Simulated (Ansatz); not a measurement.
# As (slab): what the fields show

```
As
1.0
     3.40600    0.00000    0.00000
    -1.70300    2.94968    0.00000
     0.00000    0.00000   28.57424
As
2
Direct
  0.33333 0.66667 0.50000
  0.66667 0.33333 0.50000
```

The calculation used DFT PBE+D3(BJ), scalar-relativistic, plane waves, PAW in Ansatz.

Core electrons are frozen (PAW), and the valence fields are smoothed inside the atomic spheres.

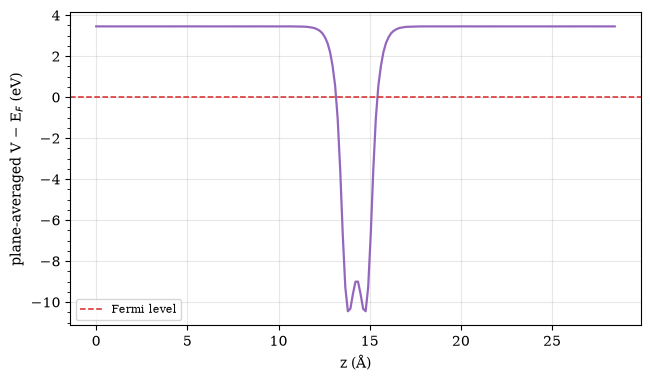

Figure 1. Plane average of the electrostatic potential (local pseudopotential plus Hartree) felt by an electron across the slab.

> How far above the Fermi level of the calculation is the vacuum level?

3.5 eV.

> How thick is the slab, and how wide the vacuum?

The outermost nuclei are 0.0 Å apart, in 1 atomic plane; the vacuum between periodic images is 28.6 Å wide.

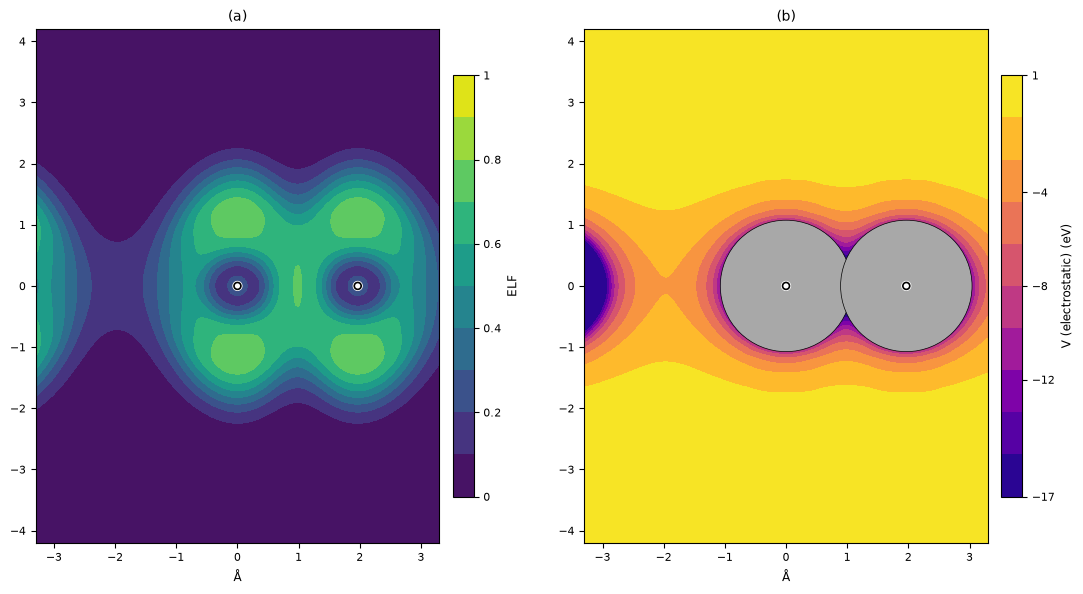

Figure 2. (a) ELF; (b) electrostatic potential (local pseudopotential plus Hartree) felt by an electron on the (110) plane of the calculation cell, a cut from vacuum to vacuum. Circles mark the nuclei in the plane (As). Grey discs cover the atomic cores in the potential map.

> What does the map show?

- Atoms in the plane: As.
- As–As (1.97 Å): the ELF peaks at about 0.70 between the atoms.
- Outside the cores the potential energy rises away from the atoms and is highest in the vacuum; its zero is arbitrary.

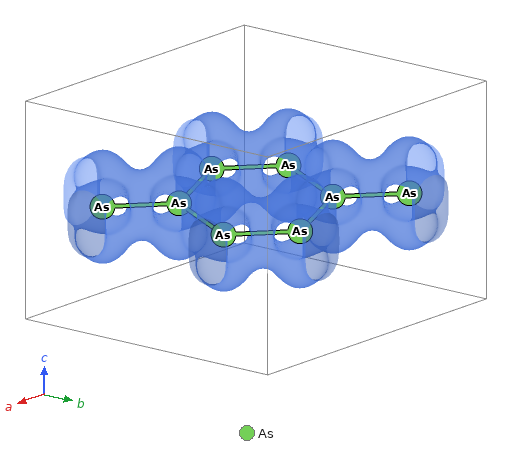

Figure 3. Isosurface of the ELF at 0.6 (blue), seen at an oblique angle. Only the valence region is drawn (cores and ρ < 0.01 e/Å³ removed). Sticks mark near contacts.

> What do the ELF domains correspond to?

At this value the surface marks out sheets that run through the cell in two directions, counted in one cell of 2 atoms. Counts are for one cell; the picture repeats the cell along the surface. There are no localised bonds or lone pairs at this value.
